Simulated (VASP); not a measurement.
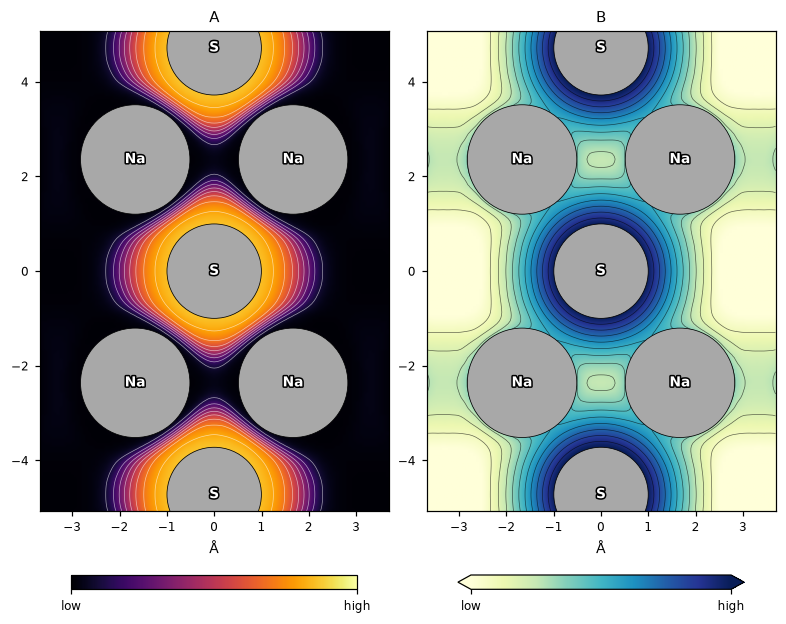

Na₂S: 2 fields on the (110) plane of the conventional cell, with unlabelled colour scales. Grey discs cover the atomic cores.

Space group Fm-3m; started from the antifluorite prototype, which need not be the ambient phase; changed on purpose from its base cell (hydrostatic strain +2.5%).

The calculation used VASP, DFT, PBE, plane waves, PAW.

```
CELL_PARAMETERS angstrom
6.67364 0.00000 0.00000
0.00000 6.67364 0.00000
0.00000 0.00000 6.67364
ATOMIC_POSITIONS crystal
S 0.00000 0.00000 0.00000
S 0.50000 0.50000 0.00000
S 0.50000 0.00000 0.50000
S 0.00000 0.50000 0.50000
Na 0.25000 0.25000 0.25000
Na 0.75000 0.75000 0.25000
Na 0.75000 0.25000 0.75000
Na 0.25000 0.75000 0.75000
Na 0.75000 0.25000 0.25000
Na 0.25000 0.75000 0.25000
Na 0.25000 0.25000 0.75000
Na 0.75000 0.75000 0.75000
```

Which field does each panel show? The fields are: electron localisation function and valence pseudo-density.

Answer. Panel A: electron localisation function. Panel B: valence pseudo-density. From the grid: Na–S (2.89 Å): ρ at the midpoint is about 0.15 e/Å³; the ELF peaks at about 0.85 in the valence shell of S, 0.9 Å from its nucleus, and falls to about 0 next to Na (an ionic contact with no shared pair).
